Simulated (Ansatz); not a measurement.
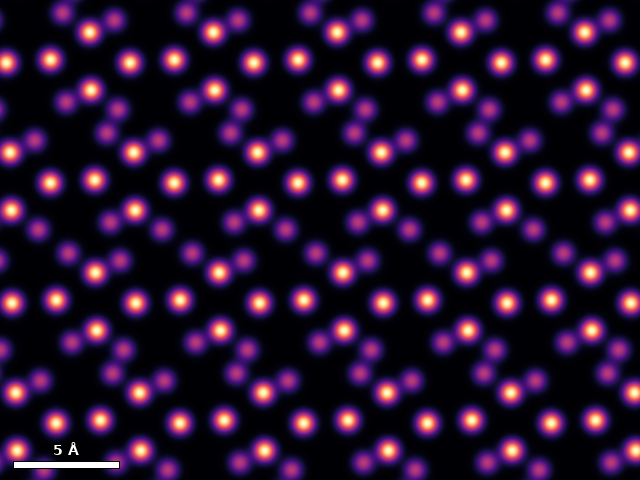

Z-contrast image of Ir (R-3m, No. 166) along [100]. The image is simulated as a sum over atoms of Z^1.7, blurred by a 0.81 Å probe (no channelling).

One planar defect was built into the perfect crystal by geometry alone, without relaxation. Host structure: coordinates from a relaxation with DFT PBE, scalar-relativistic, plane waves, PAW (Ansatz 0.2.0); the starting structure was generated, so it need not be a known form of this composition.

Where does the periodic pattern break, and how?

Answer. A planar fault (a stacking fault) runs horizontally about 12 Å below the top edge. The part above it is shifted along the boundary by 2/3 of the 5.93 Å repeat of the rows (4.0 Å to the right, the same as 2.0 Å to the left); both parts keep the same orientation.
